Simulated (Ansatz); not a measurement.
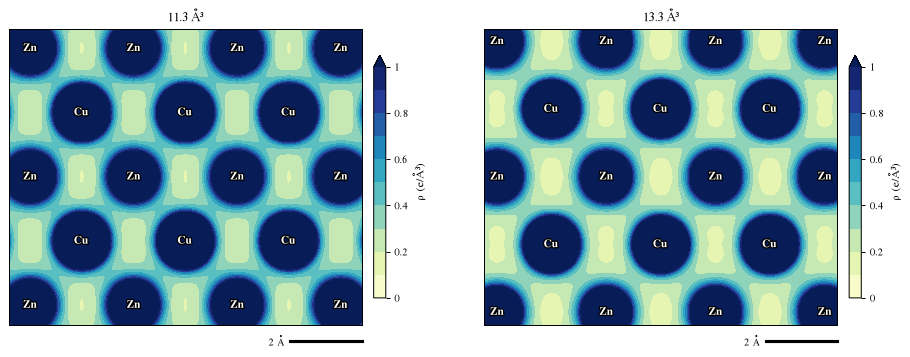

ZnCu. The valence electron density of cells scaled evenly to different volumes (given per atom above each panel), on the (011) plane of each (indices in the axes of the cell below), at one length scale and on one colour scale.

Computed without spin polarisation.

Theory: Ansatz 0.2.0, DFT PBEsol, scalar-relativistic, plane waves, PAW.

Core electrons are frozen (PAW), and the valence fields are smoothed inside the atomic spheres.

The largest cell:

```
Zn Cu
1.0
     3.01895    0.33901    0.33901
     0.33901    3.01895    0.33901
     0.33901    0.33901    3.01895
Zn Cu
1 1
Direct
  0.50000 0.50000 0.50000
  0.00000 0.00000 0.00000
```

| volume (Å³/atom) | Zn–Cu contact in the plane (Å) | ρ at its midpoint (e/Å³) | pressure (GPa) | 
| --- | --- | --- | --- |
| 11.31 | 2.308 | 0.408 | 27.5 | 
| 12.29 | 2.373 | ? | ? | 
| 13.28 | 2.435 | 0.322 | 0.1 | 

Question: Estimate the missing row, and compare with the calculation.

Answer: Over the known rows ln ρ falls by 1.86 per Å of Zn–Cu distance (the line through the two), which gives 0.361 e/Å³ at 2.373 Å; the calculation gives 0.361 e/Å³. For the pressure, a straight line in volume between the neighbouring rows gives 13.9 GPa; the calculation gives 10.8, lower because pressure rises ever faster on compression.
